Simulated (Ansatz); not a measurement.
# Free carriers and the phonons of BN (F-43m)

Aim: how far do free carriers move the optical modes of BN (F-43m)?

Method: DFT LDA, scalar-relativistic, plane waves, PAW; PAW set soft_1, in Ansatz 0.2.0.

### 1. The starting structure

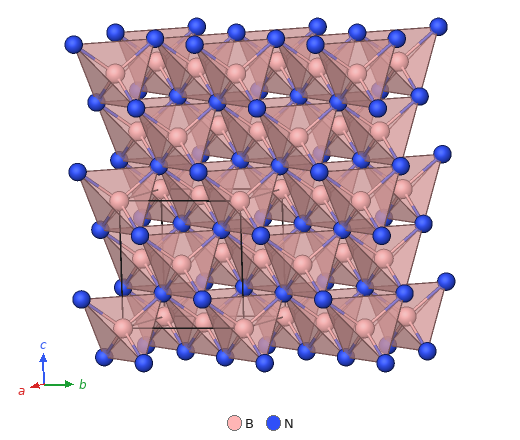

Start, viewed slightly off an axis; boron pink, nitrogen blue. 1×2×2 cells are drawn. This picture shows the conventional cell, with its axes. Some periodic images of atoms are drawn too.

### 2. A rough relaxation first

The start is far from rest, so a relaxation with loose tolerances brings it close first.

Contents of input.yaml:

```yaml
crystal:
  lattice:
    - [0.0, 1.813001, 1.813001]
    - [1.813001, 0.0, 1.813001]
    - [1.813001, 1.813001, 0.0]
  atoms:
    - { symbol: B, position: [0.0, 0.0, 0.0] }
    - { symbol: "N", position: [0.25, 0.25, 0.25] }
kpoints:
  mp_grid: { grid: [10, 10, 10] }
hamiltonian:
  xc: lda
  pseudopotentials: { kind: paw, azcp: { folder: soft_1 }, xc_functional: pbe }
scf:
  occupations: { method: gaussian, width: 0.1 }
output:
  forces: true
  stress: true
  eigenvalues: true
relax:
  adjacent_minimum: "off"
  f_tol: 0.05
  max_steps: 80
  cell: { stress_tol: 0.5 }
```

The run is started by

```
$ ansatz run input.yaml --threads 8 --pin off --max-ram 16384MiB --backend cpu --events-out ev --progress --plain --runs-dir out
```

Numbers of over 12 decimals in the logs are rounded to 6 here.

The log of the run:

```text
The last accepted step is kept in <dir> (removed where the run ends without a failure and the disk answers)
Engine: ansatz 0.2.0, aarch64-unknown-linux-gnu
Pseudopotentials: kind: paw
Pseudopotential: B, paw, valence charge 3, recommended cutoff 420 eV (normal), soft_1/B.paw.azcp
Pseudopotential: N, paw, valence charge 5, recommended cutoff 420 eV (normal), soft_1/N.paw.azcp
Functional definition: SPW92
[...]
--- Relaxed structure (3 steps of the walk, 3 accepted, 1 SCFs on fresh bases) ---
  F+E_penalty+E_count = -526.47115649 eV   max|allowed force component| = 1.608e-16 eV/Å   (the final SCF, on the basis selected at the relaxed cell)
  cell:  # Å, volume = 11.4695 Å³
    - [0, 1.789941, 1.789941]
    - [1.789941, 0, 1.789941]
    - [1.789941, 1.789941, 0]
  atoms:
    - { symbol: B, position: [0, 0, 0] }
    - { symbol: N, position: [0.25, 0.25, 0.25] }
[key lines of the parts left out:]
SCF converged after 4 iterations
Free energy (F): -526.471156 eV
Fermi energy:    13.583191 eV
P = ⅓ Tr σ = -0.0251 GPa (-0.251 kbar)
```

Elapsed: 0.75 s, on 8 threads of Arm Neoverse V2, shared host; peak memory 0.25 GiB; 3.4 s of CPU time.

Relaxation path:

| step | energy less that of the first step (eV) | largest force component (eV/Å) | pressure (GPa) | volume (Å³) |
| --- | --- | --- | --- | --- |
| 1 | 0.0000 | 0.0000 | -14.38 | 11.92 |
| 2 | -0.0182 | 0.0000 | -6.15 | 11.66 |
| 3 | -0.0226 | 0.0000 | 0.30 | 11.47 |
| 4* | -0.0208 | 0.0000 | -0.03 | 11.47 |

Relaxation steps marked * repeat the geometry before them on a plane-wave basis chosen anew for their cell, so energy and pressure can jump there.

The run keeps the 24 symmetry operations that it works with, so distortions that break them were not tested.

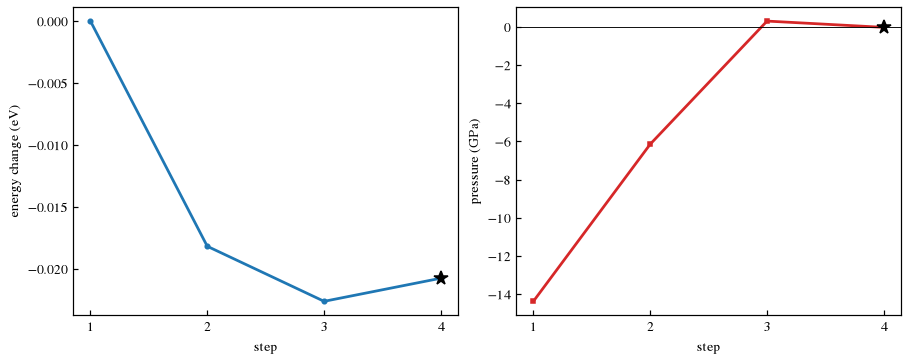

Energy and pressure along the relaxation. Stars mark steps on a basis chosen anew.

| conventional cell, symmetrised | before | after | change |
| --- | --- | --- | --- |
| a (Å) | 3.626 | 3.580 | -1.3 % |
| b (Å) | 3.626 | 3.580 | -1.3 % |
| c (Å) | 3.626 | 3.580 | -1.3 % |
| volume (Å³/atom) | 5.96 | 5.73 | -3.8 % |

The relaxed structure:

```xyz
2
Lattice="0.0000 1.7899 1.7899 1.7899 0.0000 1.7899 1.7899 1.7899 0.0000" Properties=species:S:1:pos:R:3 pbc="T T T"
B     0.0000    0.0000    0.0000
N     0.8950    0.8950    0.8950
```

Numbers from this step:

```
pressure          : -0.02512 GPa
gap on the k-mesh : 4.389 eV
volume per atom   : 5.735 Å³
```

In this step the volume went from 5.96 to 5.73 Å³/atom.

### 3. Relaxation

Harmonic phonons are second derivatives at a point where the forces vanish, and they are wanted at zero stress, so atoms and cell are relaxed first.

Contents of input.yaml:

```yaml
crystal:
  lattice:
    - [0.0, 1.7899407139, 1.7899407139]
    - [1.7899407139, 0.0, 1.7899407139]
    - [1.7899407139, 1.7899407139, 0.0]
  atoms:
    - { symbol: B, position: [0.0, 0.0, 0.0] }
    - { symbol: "N", position: [0.25, 0.25, 0.25] }
kpoints:
  mp_grid: { grid: [12, 12, 12] }
hamiltonian:
  xc: lda
  pseudopotentials: { kind: paw, azcp: { folder: soft_1 }, xc_functional: pbe }
scf:
  occupations: { method: gaussian, width: 0.02 }
output:
  forces: true
  stress: true
  eigenvalues: true
  write_density: true
  write_potential: true
  elf: true
  volumetric_format: npy
relax:
  adjacent_minimum: "off"
  f_tol: 0.005
  max_steps: 80
  cell: { stress_tol: 0.05 }
```

The log of the run:

```text
[...]
Crystal: 2 atoms, lattice volume = 11.470 Å³
Basis set: ecut = 420 eV, 229 PW (Γ)
Bands: 8, of which v1, the nominal top of the filled ones, is band 4 counted from 1 (3 counted from 0)
Symmetry: 24 space group operations
[...]
k-points: 72 of 1728 (time reversal used)
[...]
SCF iter   1: F=—  HF=-527.250098 eV  |F-HF|=—  |Δ(HF+E_count)|=         —  Δρ=1.50e-1  dr2=2.05e0  ethr=3.10e-3  ⟨swp⟩=4.7  Hψ=3700  notcnv=0
[...]
SCF iter   7: F=-526.471162 eV  HF=-526.471162 eV  |F-HF|=1.61e-11  |Δ(HF+E_count)|=  2.82e-11  Δρ=8.24e-7  dr2=3.85e-11  ethr=6.66e-11  ⟨swp⟩=4.6  Hψ=2483  notcnv=0
SCF 1 converged in 7 iterations: F = -526.471162 eV  dr2 = 3.85e-11
[...]
relax step   1: F+E_penalty+E_count = -526.47116158 eV  Δ(F+E_penalty+E_count) = +0.000e0 eV  max|allowed force component| = 3.793e-16 eV/Å  Δτ_max = 0.0000 Å  P = -0.018 GPa  Ω = 11.470 Å³  (7 SCF iters, dr2 threshold 1.00e-7 eV, accepted)
[...]
SCF iter   2: F=-526.471162 eV  HF=-526.471162 eV  |F-HF|=1.93e-12  |Δ(HF+E_count)|=  4.70e-10  Δρ=4.26e-7  dr2=7.15e-12  ethr=1.00e-12  ⟨swp⟩=3.7  Hψ=2455  notcnv=0
SCF 2 converged in 2 iterations: F = -526.471162 eV  dr2 = 7.15e-12
relax step   2: F+E_penalty+E_count = -526.47116158 eV  Δ(F+E_penalty+E_count) = -5.571e-12 eV  max|allowed force component| = 2.961e-16 eV/Å  Δτ_max = 0.0000 Å  P = -0.018 GPa  Ω = 11.470 Å³  stress off target by 1.83e-2 GPa  SCF on the basis re-selected at this cell (its energy is not comparable with the rows above)  (2 SCF iters)
basis re-selected at this cell: Δ(F+E_penalty+E_count) = -5.571e-12 eV, ΔP = +0.000 GPa vs the last step (what re-selecting the basis moved, of the pressure what is left beyond the Pulay correction that the steps carried, after the strain that the cell walked since its last selection, with what the two solves' SCF thresholds leave and, on support functions, any second-order correction that the steps lacked; it is no  [...]
SCF converged after 2 iterations
Free energy (F): -526.471162 eV
[...]
Internal energy: -526.471162 eV  (E = F + TS)
E sigma→0 (E₀):  -526.471162 eV
Fermi energy:    13.583180 eV
[...]
--- Stress (GPa, compression-positive) ---
       -0.018290      -0.000000      -0.000000
       -0.000000      -0.018290       0.000000
       -0.000000       0.000000      -0.018290
  P = ⅓ Tr σ = -0.0183 GPa (-0.183 kbar)
--- Band table (eV; the first three rows and the last of 72) ---
[...]
--- Relaxed structure (1 steps of the walk, 1 accepted, 1 SCFs on fresh bases) ---
[...]
cell:  # Å, volume = 11.4695 Å³
    - [0.0, 1.7899407139, 1.7899407139]
    - [1.7899407139, 0.0, 1.7899407139]
    - [1.7899407139, 1.7899407139, 0.0]
  atoms:
    - { symbol: B, position: [0.0, 0.0, 0.0] }
    - { symbol: N, position: [0.25, 0.25, 0.25] }
```

It took 0.51 s on 8 threads; peak memory 0.26 GiB; 2.3 s of CPU time.

Little changed from the start: no atom moved by 0.005 Å and no cell edge by 0.1 %.

This step gave:

- pressure: -0.01829 GPa

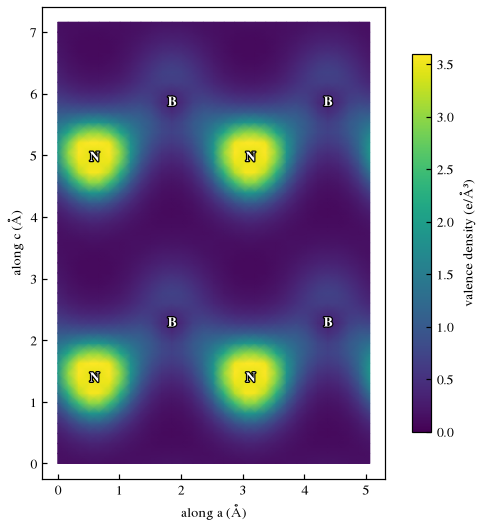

Valence density in the ac plane of a cell with a along [110], b along [-110] and c along [001] of the cube at fractional y = 0.000, with atoms of B and N within 0.2 Å of it. It is the smooth field of the valence electrons, not physical close to the nuclei. The map starts off the cell's origin, so that atoms lie inside it.

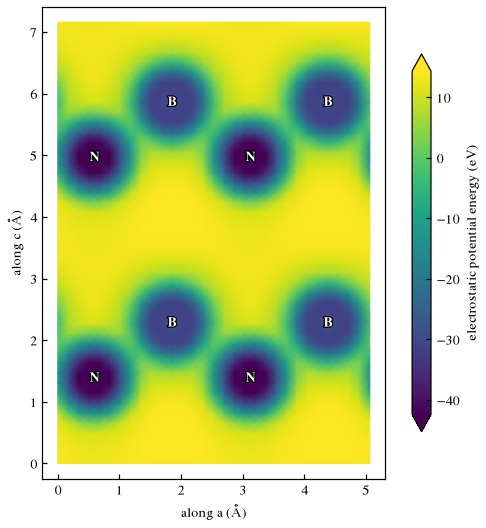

Electrostatic potential energy in the ac plane of a cell with a along [110], b along [-110] and c along [001] of the cube at fractional y = 0.000, with atoms of B and N within 0.2 Å of it. With pseudopotentials it is smooth inside the atoms' cores, unlike the true potential. The map starts off the cell's origin, so that atoms lie inside it.

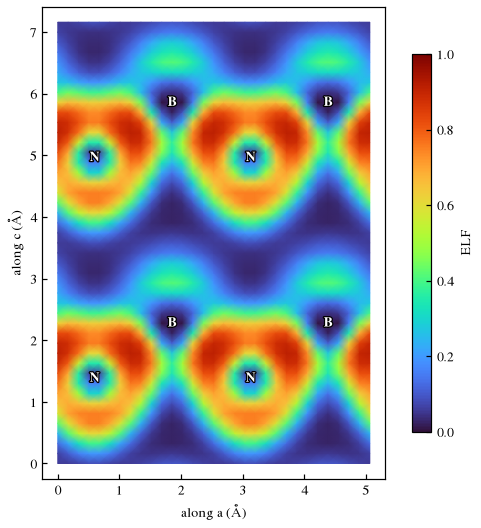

ELF in the ac plane of a cell with a along [110], b along [-110] and c along [001] of the cube at fractional y = 0.000, with atoms of B and N within 0.2 Å of it. It is the smooth field of the valence electrons, not physical close to the nuclei. The map starts off the cell's origin, so that atoms lie inside it.

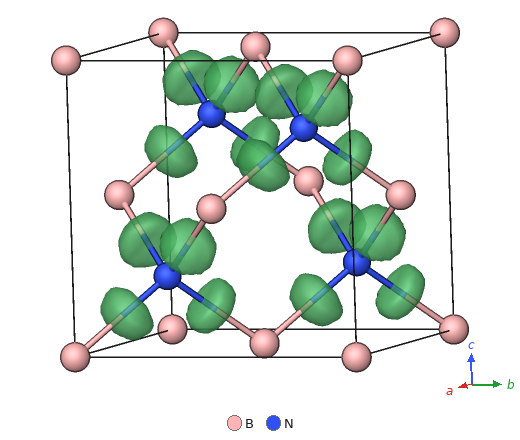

Surface of ELF = 0.83. Bonds to atoms that aren't drawn are left out.

In this step the volume went from 5.73 to 5.73 Å³/atom.

### 4. Tight relaxation

Phonons need small forces and stress, so the relaxation is finished with tight tolerances on 12×12×12 k points.

input.yaml, the sections that differ from step 3:

```yaml
scf:
  occupations: { method: fixed }
output:
  forces: true
  stress: true
  eigenvalues: true
relax:
  adjacent_minimum: "off"
  f_tol: 0.001
  max_steps: 60
  cell: { stress_tol: 0.01 }
# crystal, kpoints, hamiltonian: as in step 3
```

The log of the run:

```text
[...]
Crystal: 2 atoms, lattice volume = 11.470 Å³
Basis set: ecut = 420 eV, 229 PW (Γ)
Bands: 8, of which v1, the nominal top of the filled ones, is band 4 counted from 1 (3 counted from 0)
Symmetry: 24 space group operations
[...]
k-points: 72 of 1728 (time reversal used)
[...]
-0.000000       0.000000      -0.007875
  P = ⅓ Tr σ = -0.0079 GPa (-0.079 kbar)
--- Band table (eV; the first three rows and the last of 72) ---
[...]
--- Relaxed structure (2 steps of the walk, 2 accepted, 1 SCFs on fresh bases) ---
[...]
cell:  # Å, volume = 11.4692 Å³
    - [0, 1.789925, 1.789925]
    - [1.789925, 0, 1.789925]
    - [1.789925, 1.789925, 0]
  atoms:
    - { symbol: B, position: [0, 0, 0] }
    - { symbol: N, position: [0.25, 0.25, 0.25] }
[key lines of the parts left out:]
SCF converged after 4 iterations
Free energy (F): -526.471163 eV
Fermi energy:    11.389182 eV
```

Elapsed: 0.59 s, on 8 threads; peak memory 0.25 GiB.

Little changed from the start: no atom moved by 0.005 Å and no cell edge by 0.1 %.

This step gave:

```yaml
pressure: -0.007875 GPa
```

The forces vanish by symmetry and the pressure is -0.008 GPa, within the tolerances set. The cell now holds 5.73 Å³/atom.

### 5. Ground state of a member: no carriers

The cell of the neutral crystal is kept with no carriers. The bands are sampled on 36×36×36 points with Fermi-Dirac filling of 0.03 eV.

input.yaml, the sections that differ from step 4:

```yaml
crystal:
  lattice:
    - [0.0, 1.7899253151, 1.7899253151]
    - [1.7899253151, 0.0, 1.7899253151]
    - [1.7899253151, 1.7899253151, 0.0]
  atoms:
    - { symbol: B, position: [0.0, 0.0, 0.0] }
    - { symbol: "N", position: [0.25, 0.25, 0.25] }
kpoints:
  mp_grid: { grid: [36, 36, 36] }
scf:
  occupations: { method: fermi_dirac, width: 0.03 }
# hamiltonian, output: as in step 4
# relax: removed
```

The log of the run:

```text
[...]
Crystal: 2 atoms, lattice volume = 11.469 Å³
Basis set: ecut = 420 eV, 229 PW (Γ)
Bands: 8, of which v1, the nominal top of the filled ones, is band 4 counted from 1 (3 counted from 0)
Symmetry: 24 space group operations
[...]
k-points: 1240 of 46656 (time reversal used)
[...]
SCF iter   1: F=—  HF=-527.250156 eV  |F-HF|=—  |Δ(HF+E_count)|=         —  Δρ=1.50e-1  dr2=2.05e0  ethr=3.10e-3  ⟨swp⟩=4.7  Hψ=63686  notcnv=0
[...]
SCF iter   7: F=-526.471173 eV  HF=-526.471173 eV  |F-HF|=1.57e-11  |Δ(HF+E_count)|=  2.43e-11  Δρ=8.27e-7  dr2=3.86e-11  ethr=6.67e-11  ⟨swp⟩=2.0  Hψ=29760  notcnv=0
SCF 1 converged in 7 iterations: F = -526.471173 eV  dr2 = 3.86e-11
[...]
SCF converged after 7 iterations
Free energy (F): -526.471173 eV
[...]
Internal energy: -526.471173 eV  (E = F + TS)
E sigma→0 (E₀):  -526.471173 eV
Fermi energy:    13.603519 eV
[...]
--- Stress (GPa, compression-positive) ---
       -0.008903       0.000000      -0.000000
        0.000000      -0.008903       0.000000
       -0.000000       0.000000      -0.008903
  P = ⅓ Tr σ = -0.0089 GPa (-0.089 kbar)
--- Band table (eV; the first three rows and the last of 1240) ---
[...]
```

It took 1.9 s on 8 threads; peak memory 0.47 GiB; 12 s of CPU time.

The forces vanish by symmetry.

### 6. Zone-centre modes of the member: no carriers

The force constants come from the linear response of the density to a displacement.

The zone-centre modes follow for no carriers.

input.yaml: that of step 5 with these lines changed.

```diff
@@ -16,4 +16,4 @@
 output:
-  forces: true
-  stress: true
   eigenvalues: true
+phonons:
+  method: dfpt
```

The log of the run:

```text
zone centre: on kpoints.mp_grid the ground state, and the responses unless they are solved on pairs of k-points, stand on 3349 of the mesh's 46656 k-points, reduced under 8 symmetry operations, with k and −k counted as one. Each operation leaves every solved displacement unchanged or reverses it
[...]
Crystal: 2 atoms, lattice volume = 11.469 Å³
Basis set: ecut = 420 eV, 229 PW (Γ), exchange–correlation on 36×36×36 points (8 copies of the dense FFT grid, shifted against one another)
Bands: 8, of which v1, the nominal top of the filled ones, is band 4 counted from 1 (3 counted from 0)
Symmetry: 24 space group operations
k-points: 3349 of 46656 (irreducible under 8 space group operations, time reversal used)
[...]
SCF iter   1: F=—  HF=-527.250159 eV  |F-HF|=—  |Δ(HF+E_count)|=         —  Δρ=1.50e-1  dr2=2.05e0  ethr=3.10e-3  ⟨swp⟩=4.7  Hψ=172275  notcnv=0
[...]
SCF iter   8: F=-526.471174 eV  HF=-526.471174 eV  |F-HF|=0.00e0  |Δ(HF+E_count)|=  6.71e-12  Δρ=8.97e-8  dr2=3.70e-13  ethr=1.00e-12  ⟨swp⟩=5.0  Hψ=89424  notcnv=0
SCF 1 converged in 8 iterations: F = -526.471174 eV  dr2 = 3.70e-13
[...]
DFPT response loops at Γ: preconditioner auto → none (the input reference at scf.mixing.eps_inf says where Resta's filter doesn't serve); β = 0.50; Broyden in place of MSR1
SCF converged after 8 iterations
Free energy (F): -526.471174 eV
[...]
Internal energy: -526.471174 eV  (E = F + TS)
E sigma→0 (E₀):  -526.471174 eV
Fermi energy:    13.603523 eV
[...]
--- Band table (eV; the first three rows and the last of 3349) ---
[...]
--- Phonons (Γ-DFPT): 2 representative perturbations + reference, on 3349 of 46656 k-points (Σ response iterations 6) ---
  k mesh reduced under 8 symmetry operations, with k and −k counted as one. Each operation leaves every solved displacement unchanged or reverses it
  ASR residual: 8.788e-6 → 0.000e0 eV/Å²; symmetrization residual: 6.340e-8 eV/Å²
  ASR residual per site (eV/Å²): 8.79e-6 4.17e-6
  Γ frequencies (cm⁻¹): 0.00 0.00 0.00 1066.73 1066.73 1066.73
  non-analytic LO–TO correction: not included (Born effective charges unavailable; polar crystals: no LO–TO splitting at Γ)
```

It took 14 s on 8 threads; peak memory 1.2 GiB.

Numbers from this step:

| Quantity | Value |
| --- | --- |
| sum-rule residual before enforcement | 8.79e-6 eV/Å² |
| point group | -43m |
| highest optical mode at the zone centre (no LO-TO term) | 1067 cm⁻¹ |
| lowest optical zone-centre mode | 1067 cm⁻¹ |

Without the LO-TO term. Patterns of degenerate modes are one choice out of their space. Modes at Γ, with each element's share of the kinetic energy:

| mode | frequency (cm⁻¹) | symmetry | B % | N % |
| --- | --- | --- | --- | --- |
| 1 | 0.0 | acoustic | 44 | 56 |
| 2 | 0.0 | acoustic | 44 | 56 |
| 3 | 0.0 | acoustic | 44 | 56 |
| 4 | 1066.7 | T2 | 56 | 44 |
| 5 | 1066.7 | T2 | 56 | 44 |
| 6 | 1066.7 | T2 | 56 | 44 |

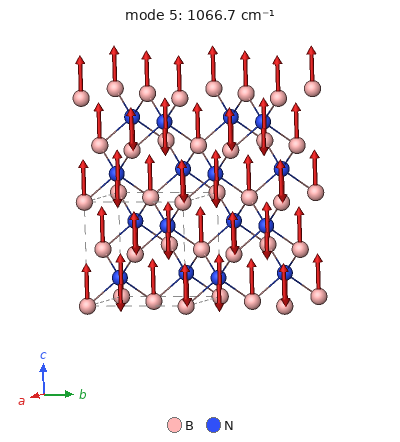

Displacement patterns of mode 5 at Γ; arrows are exaggerated. Bonds to atoms that aren't drawn are left out. 1×2×2 conventional cells are drawn. Some periodic images of atoms are drawn too.

The optical mode without the LO-TO term lies at 1066.7 cm⁻¹.

### 7. Ground state of a member: 15 × 10²⁰ electrons per cm³

The cell of the neutral crystal is kept with 15 × 10²⁰ electrons per cm³, balanced by a uniform background. The bands are sampled on 36×36×36 points with Fermi-Dirac filling of 0.03 eV.

input.yaml: that of step 6 with these lines changed.

```diff
@@ -8,2 +8,3 @@
     - { symbol: "N", position: [0.25, 0.25, 0.25] }
+total_charge: -0.017204
 kpoints:
@@ -16,4 +17,4 @@
 output:
+  forces: true
+  stress: true
   eigenvalues: true
-phonons:
-  method: dfpt
```

The log of the run:

```text
[...]
Crystal: 2 atoms, lattice volume = 11.469 Å³
Basis set: ecut = 420 eV, 229 PW (Γ)
Bands: 9, of which v1, the nominal top of the filled ones, is band 4 counted from 1 (3 counted from 0)
Symmetry: 24 space group operations
[...]
k-points: 1240 of 46656 (time reversal used)
[...]
Internal energy: -526.194421 eV  (E = F + TS)
E sigma→0 (E₀):  -526.194515 eV
Entropy (-TS):   -0.000188 eV (-0.094 meV/atom)
Fermi energy:    16.275676 eV
[...]
--- Stress (GPa, compression-positive) ---
       -0.850073       0.000000      -0.000000
        0.000000      -0.850073       0.000000
        0.000000       0.000000      -0.850073
  P = ⅓ Tr σ = -0.8501 GPa (-8.501 kbar)
--- Band table (eV; the first three rows and the last of 1240) ---
[...]
[key lines of the parts left out:]
SCF converged after 7 iterations
Free energy (F): -526.194609 eV
```

It took 2.1 s on 8 threads; peak memory 0.48 GiB.

The forces vanish by symmetry.

(Part 1 of 2 ends here.)

[Logs are printed without paths, hosts, clocks, repeated set-up lines and the standing remarks that a program may print on its own settings, such as how far it seeks lower states.]

[Hosts, paths, dates, database ids (printed as entryN), source tags and the programs' standing remarks are cut or masked in the printed files.]
